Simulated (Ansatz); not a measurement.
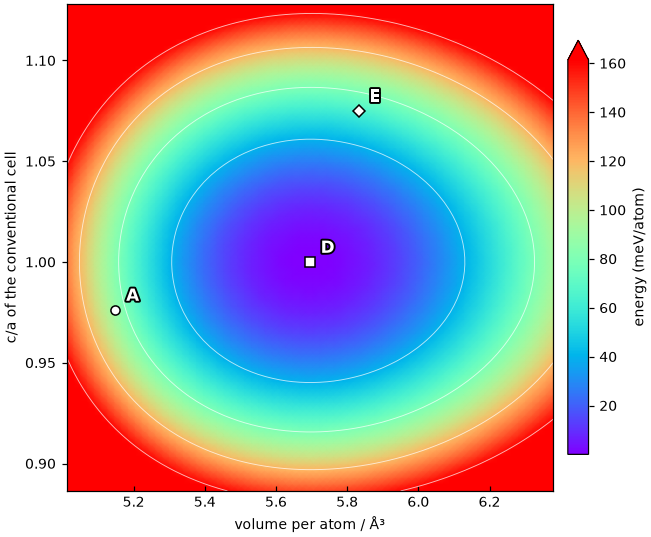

C (Fd-3m, No. 227; 2 atoms in the cell). The energy is mapped over volume and the cell's shape. Coordinates scanned: (1) volume per atom; (2) c/a of the conventional cell. Nothing is relaxed (symmetry fixes all fractional coordinates). Grid: 11 × 11 points. Points are written as (first, second). Energies: meV/atom, counted from the lowest grid point. The calculation used DFT PBE, scalar-relativistic, plane waves, PAW in Ansatz. Settings: cutoff 520 eV, k-mesh 12×12×12, gaussian smearing 0.05 eV, no spin polarisation.

The picture shows a smooth colour map with a few white contour lines, one colour for all values above the top of the scale, lettered points. Between grid points the surface is interpolated.

Is A the lowest point of the computed grid?

No. A lies 89 meV/atom above the lowest grid point, which is at (5.695 Å³, 1.000).

Which space group has the cell at each letter?

A: I4_1/amd; D: Fd-3m; E: I4_1/amd.

PAW datasets: the set soft_1.
